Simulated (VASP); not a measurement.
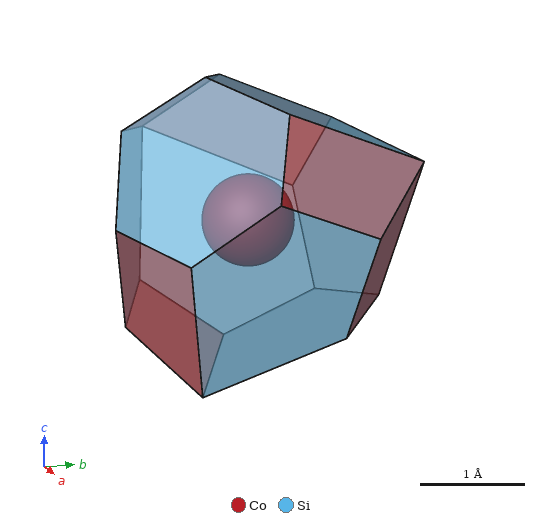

The polyhedron is the computed Voronoi (Dirichlet) cell of the central atom: each face lies in the plane that bisects the line to a neighbour. Central atom: Co (4a) in CoSi; faces take the colour of the neighbour behind them. Source: an entry of the Crystallography Open Database, as set up for an electronic-structure calculation.

CoSi, space group P2_13 (No. 198), a = 4.438 Å, b = 4.438 Å, c = 4.438 Å, α = 90.00°, β = 90.00°, γ = 90.00°

```csv
site,Wyckoff,x,y,z
Co,4a,0.8600,0.6400,0.3600
Si,4a,0.1570,0.3430,0.6570
```

Which neighbours share a face with the central atom?

Answer. 7 Si (72 % of the solid angle) and 6 Co (28 % of the solid angle).

What is the volume of this Voronoi cell?

Answer. 10.9 Å³, equal to the mean volume per atom.

Give the Voronoi index ⟨n3,n4,n5,n6,…⟩ (numbers of faces with 3, 4, 5, 6 … edges).

Answer. 13 faces, index ⟨0,6,6,1⟩.
